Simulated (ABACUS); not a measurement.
Single-point calculation at one volume of an equation of state of GaSb (part 1 of 2)

The run: single-point calculation at one volume of an equation of state of GaSb (2 atoms in the cell). Method and program: Kohn-Sham DFT of a periodic cell, PBE, PseudoDojo NC SR 0.4.1 PBE standard, no spin polarisation (ABACUS 3.10.1).

The structure derives from an entry of the Crystallography Open Database. It belongs to a series of runs on one base structure; here: volume scaled by 0.98.

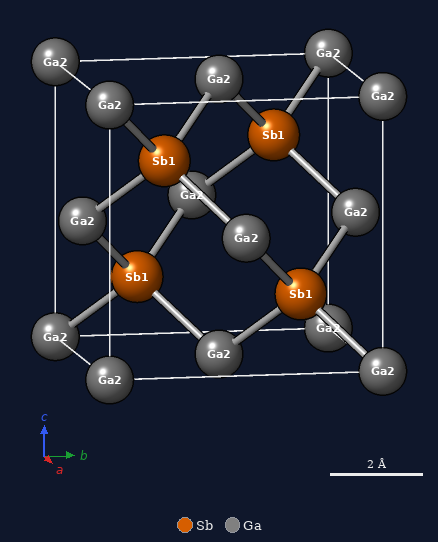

Fig. 1: The input geometry (ball-and-stick view of the cell 4 times as large as that of the calculation, set on its symmetry axes, seen slightly off an axis; atoms are numbered from 1 in the order of the input). Near neighbours in the crystal (not all of them lie inside the picture): Sb has 4 Ga at 2.63 Å; Ga has 4 Sb at 2.63 Å.

**Input**
```
INPUT_PARAMETERS
suffix              GaSb
calculation         scf
basis_type          lcao
pseudo_dir          ./
orbital_dir         ./
symmetry            1
dft_functional      pbe
ecutwfc             100
pseudo_rcut         10
nspin               1
nbands              18
ks_solver           genelpa
smearing_method     fd
smearing_sigma      0.00367493
scf_thr             1e-07
scf_nmax            100
mixing_type         broyden
mixing_beta         0.7
cal_force           1
cal_stress          1
out_mul             1
```

**File STRU**
```
ATOMIC_SPECIES
Sb 121.7600 Sb.upf
Ga 69.7230 Ga.upf

NUMERICAL_ORBITAL
Sb_confined-atom_8au_3s3p3d1f.orb
Ga_confined-atom_8au_3s3p3d1f.orb

LATTICE_CONSTANT
1.8897261246

LATTICE_VECTORS
0.0000000000 3.0384691801 3.0384691801
3.0384691801 0.0000000000 3.0384691801
3.0384691801 3.0384691801 0.0000000000

ATOMIC_POSITIONS
Direct

Sb
0.0
1
0.7500000000 0.7500000000 0.7500000000 1 1 1

Ga
0.0
1
0.0000000000 0.0000000000 0.0000000000 1 1 1
```

**File KPT**
```
K_POINTS
0
Gamma
8 8 8 0 0 0
```

Launched with:
```bash
OMP_NUM_THREADS=1 mpirun -np 4 abacus > log
```

**The program's output**
```
ABACUS v3.10.1

               Atomic-orbital Based Ab-initio Computation at UStc

 ------------------------------------------------------------------------------------

 READING GENERAL INFORMATION
                           global_out_dir = OUT.GaSb/
                           global_in_card = INPUT
                               pseudo_dir = ./
                              orbital_dir = ./
                                    DSIZE = 4
                                    GSIZE = 1

 READING UNITCELL INFORMATION
                                    ntype = 2
                  lattice constant (Bohr) = 1.88973
              lattice constant (Angstrom) = 1

 READING ATOM TYPE 1
                               atom label = Sb
                      L=0, number of zeta = 3
                      L=1, number of zeta = 3
                      L=2, number of zeta = 3
                      L=3, number of zeta = 1
             number of atom for this type = 1

 READING ATOM TYPE 2
                               atom label = Ga
                      L=0, number of zeta = 3
                      L=1, number of zeta = 3
                      L=2, number of zeta = 3
                      L=3, number of zeta = 1
             number of atom for this type = 1

                        TOTAL ATOM NUMBER = 2
DIRECT COORDINATES
    atom                   x                   y                   z     mag                  vx                  vy                  vz
taud_Sb1            0.7500000000        0.7500000000        0.7500000000  0.0000        0.0000000000        0.0000000000        0.0000000000
taud_Ga1            0.0000000000        0.0000000000        0.0000000000  0.0000        0.0000000000        0.0000000000        0.0000000000

                          Volume (Bohr^3) = 378.609
                             Volume (A^3) = 56.104

 Lattice vectors: (Cartesian coordinate: in unit of a_0)
                   +0            +3.03847            +3.03847
             +3.03847                  +0            +3.03847
             +3.03847            +3.03847                  +0
 Reciprocal vectors: (Cartesian coordinate: in unit of 2 pi/a_0)
            -0.164557           +0.164557           +0.164557
            +0.164557           -0.164557           +0.164557
            +0.164557           +0.164557           -0.164557
 The esolver type has been set to : ksdft_lcao

                PAO radial cut off (Bohr) = 10

 Read in pseudopotential file is Sb.upf
                     pseudopotential type = NC
          exchange-correlation functional = PBE
                 nonlocal core correction = 1
                        valence electrons = 15
                                     lmax = 2
                           number of zeta = 3
                     number of projectors = 6
                           L of projector = 0
                           L of projector = 0
                           L of projector = 1
                           L of projector = 1
                           L of projector = 2
                           L of projector = 2
                PAO radial cut off (Bohr) = 10

 Read in pseudopotential file is Ga.upf
                     pseudopotential type = NC
          exchange-correlation functional = PBE
                 nonlocal core correction = 1
                        valence electrons = 13
                                     lmax = 2
                           number of zeta = 3
                     number of projectors = 6
                           L of projector = 0
                           L of projector = 0
                           L of projector = 1
                           L of projector = 1
                           L of projector = 2
                           L of projector = 2
     initial pseudo atomic orbital number = 18

 SETUP THE ELECTRONS NUMBER
            electron number of element Sb = 15
      total electron number of element Sb = 15
            electron number of element Ga = 13
      total electron number of element Ga = 13
            AUTOSET number of electrons:  = 28
                           occupied bands = 14
                                   NLOCAL = 68
                                   NBANDS = 18
                                   NBANDS = 18
                                   NLOCAL = 68

%%%%%%%%%%%%%%%%%%%%%%%%%%%%%%%%%%%%%%%%%%%%%%%%%%%%%%%%%%%%%%%%%%%%%%%%%%%%%%%%%%%%%%%%%%%%%%%%%%%%%%%%%%
 Warning: the number of valence electrons in pseudopotential > 5 for Sb: [Kr] 4d10 5s2 5p3
 Warning: the number of valence electrons in pseudopotential > 3 for Ga: [Ar] 3d10 4s2 4p1
 Pseudopotentials with additional electrons can yield (more) accurate outcomes, but may be less efficient.
 If you're confident that your chosen pseudopotential is appropriate, you can safely ignore this warning.
%%%%%%%%%%%%%%%%%%%%%%%%%%%%%%%%%%%%%%%%%%%%%%%%%%%%%%%%%%%%%%%%%%%%%%%%%%%%%%%%%%%%%%%%%%%%%%%%%%%%%%%%%%

 SETUP THE PLANE WAVE BASIS
 energy cutoff for charge/potential (unit:Ry) = 400
            fft grid for charge/potential = [ 54, 54, 54 ]
                        fft grid division = [ 2, 2, 2 ]
        big fft grid for charge/potential = [ 27, 27, 27 ]
                                     nbxx = 5103
                                     nrxx = 40824

 SETUP PLANE WAVES FOR CHARGE/POTENTIAL
                    number of plane waves = 51253
                         number of sticks = 1813

 PARALLEL PW FOR CHARGE/POTENTIAL
     PROC   COLUMNS(POT)             PW
        1            454          12815
        2            453          12812
        3            453          12814
        4            453          12812
 --------------- sum -------------------
        4           1813          51253
                            number of |g| = 448
                                  max |g| = 36.1774
                                  min |g| = 0.0812366

----------- Double Check Mixing Parameters Begin ------------
mixing_type: broyden
mixing_beta: 0.7
mixing_gg0: 1
mixing_gg0_min: 0.1
mixing_ndim: 8
----------- Double Check Mixing Parameters End ------------

 LATTICE VECTORS: (CARTESIAN COORDINATE: IN UNIT OF A0)
                   +0            +3.03847            +3.03847
             +3.03847                  +0            +3.03847
             +3.03847            +3.03847                  +0
                       right hand lattice = 1
                                   NORM_A = 4.29704
                                   NORM_B = 4.29704
                                   NORM_C = 4.29704
                           ALPHA (DEGREE) = 60
                           BETA  (DEGREE) = 60
                           GAMMA (DEGREE) = 60

 The lattice vectors have been changed (STRU_SIMPLE.cif)

(for optimal symmetric configuration:)
                             BRAVAIS TYPE = 3
                     BRAVAIS LATTICE NAME = 03. Cubic F (face-centered)
                                    ibrav = 3
                                    IBRAV = 3
                                  BRAVAIS = FACE CENTERED CUBIC
                       LATTICE CONSTANT A = 6.07694
Original cell was already a primitive cell.
                        ROTATION MATRICES = 48
              PURE POINT GROUP OPERATIONS = 24
                   SPACE GROUP OPERATIONS = 24
                                       C2 = 3
                                       C3 = 8
                                       C4 = 0
                                       C6 = 0
                                       S1 = 6
                                       S3 = 0
                                       S4 = 6
                                       S6 = 0
                              POINT GROUP = T_d
                                       C2 = 3
                                       C3 = 8
                                       C4 = 0
                                       C6 = 0
                                       S1 = 6
                                       S3 = 0
                                       S4 = 6
                                       S6 = 0
               POINT GROUP IN SPACE GROUP = T_d

 SETUP K-POINTS
                                    nspin = 1
                   Input type of k points = Monkhorst-Pack(Gamma)
                                   nkstot = 512
                       right hand lattice = 1
(for reciprocal lattice: )
                             BRAVAIS TYPE = 2
                     BRAVAIS LATTICE NAME = 02. Cubic I (body-centered)
                                    ibrav = 2
                       right hand lattice = 1
(for k-lattice: )
                             BRAVAIS TYPE = 2
                     BRAVAIS LATTICE NAME = 02. Cubic I (body-centered)
                                    ibrav = 2
                       right hand lattice = 1
                        ROTATION MATRICES = 48
                               nkstot_ibz = 29
K-POINTS REDUCTION ACCORDING TO SYMMETRY
     IBZ    DIRECT_X    DIRECT_Y    DIRECT_Z  WEIGHT  ibz2bz
       1  0.00000000  0.00000000  0.00000000  0.0020       0
       2  0.12500000  0.12500000  0.12500000  0.0156       1
       3  0.25000000  0.25000000  0.25000000  0.0156       2
       4  0.37500000  0.37500000  0.37500000  0.0156       3
       5  0.50000000  0.50000000  0.50000000  0.0078       4
       6  0.12500000  0.12500000  0.00000000  0.0117       9
       7  0.25000000  0.25000000  0.12500000  0.0469      10
       8  0.37500000  0.37500000  0.25000000  0.0469      11
       9  0.50000000  0.50000000  0.37500000  0.0469      12
      10  0.50000000  0.37500000  0.37500000  0.0469      13
      11  0.37500000  0.25000000  0.25000000  0.0469      14
      12  0.12500000  0.12500000  0.25000000  0.0234      15
      13  0.25000000  0.25000000  0.00000000  0.0117      18
      14  0.37500000  0.37500000  0.12500000  0.0469      19
      15  0.50000000  0.50000000  0.25000000  0.0469      20
      16 -0.37500000  0.37500000  0.37500000  0.0469      21
      17  0.50000000  0.25000000  0.25000000  0.0234      22
      18  0.37500000  0.37500000  0.00000000  0.0117      27
      19  0.50000000  0.50000000  0.12500000  0.0469      28
      20 -0.25000000  0.37500000  0.37500000  0.0234      29
      21  0.50000000  0.50000000  0.00000000  0.0059      36
      22  0.37500000  0.25000000  0.12500000  0.0469      83
      23  0.50000000  0.37500000  0.25000000  0.0938      84
      24  0.50000000  0.37500000 -0.37500000  0.0469      85
      25  0.50000000  0.37500000  0.12500000  0.0469      92
      26  0.50000000  0.37500000 -0.25000000  0.0938      93
      27 -0.37500000  0.37500000  0.25000000  0.0469      94
      28 -0.12500000  0.50000000  0.37500000  0.0234     101
      29  0.50000000  0.25000000 -0.25000000  0.0117     166

                               nkstot now = 29
[... K-POINTS DIRECT COORDINATES: 29 rows ...]

           k-point number in this process = 29
       minimum distributed K point number = 29
[... stars of the k points ...]

[... K-POINTS CARTESIAN COORDINATES: 29 rows ...]

[... K-POINTS DIRECT COORDINATES: 29 rows ...]

 SETUP PLANE WAVES FOR WAVE FUNCTIONS
     energy cutoff for wavefunc (unit:Ry) = 100
              fft grid for wave functions = [ 54, 54, 54 ]
                    number of plane waves = 7823
                         number of sticks = 517

 PARALLEL PW FOR WAVE FUNCTIONS
     PROC   COLUMNS(POT)             PW
        1            128           1956
        2            130           1955
        3            129           1956
        4            130           1956
 --------------- sum -------------------
        4            517           7823

 SET NONLOCAL PSEUDOPOTENTIAL PROJECTORS
 SET NONLOCAL PSEUDOPOTENTIAL PROJECTORS
 max number of nonlocal projetors among all species is 6

 -------------------------------------------
 SELF-CONSISTENT
 -------------------------------------------

 SETUP SEARCHING RADIUS FOR PROGRAM TO SEARCH ADJACENT ATOMS
                  longest orb rcut (Bohr) = 8
   longest nonlocal projector rcut (Bohr) = 2.14
                     search radius (Bohr) = 20.3
              searching radius is (Bohr)) = 20.3
         searching radius unit is (Bohr)) = 1.89
                         PeriodicBoundary = 1
                        Radius(unit:lat0) = 10.7
                                   glayer = [ 5, 5, 5 ]
                             glayer_minus = [ 4, 4, 4 ]

Find the coordinate range of the input atom(unit:lat0).
                                  min_tau = [ -24.3, -24.3, -24.3 ]
                                  max_tau = [ 28.9, 28.9, 28.9 ]
                                BoxNumber = [ 9, 9, 9 ]

 SETUP EXTENDED REAL SPACE GRID FOR GRID INTEGRATION
                          real space grid = [ 54, 54, 54 ]
                 big cell numbers in grid = [ 27, 27, 27 ]
             meshcell numbers in big cell = [ 2, 2, 2 ]
                        extended fft grid = [ 33, 33, 33 ]
                dimension of extened grid = [ 94, 94, 94 ]
                            UnitCellTotal = 125
              Atom number in sub-FFT-grid = 2
    Local orbitals number in sub-FFT-grid = 68
                                ParaV.nnr = 84966
                                 init_chg = atomic

 LCAO ALGORITHM --------------- ION=   1  ELEC=   1--------------------------------

 Density error is 0.0325526647319
----------------------------------------------------------
     Energy           Rydberg                 eV
----------------------------------------------------------
 E_KohnSham     -334.8680469800      -4556.1135170599
 E_Harris       -334.9100918154      -4556.6855663923
 E_Fermi        0.6275376110         8.5380872184
----------------------------------------------------------
```
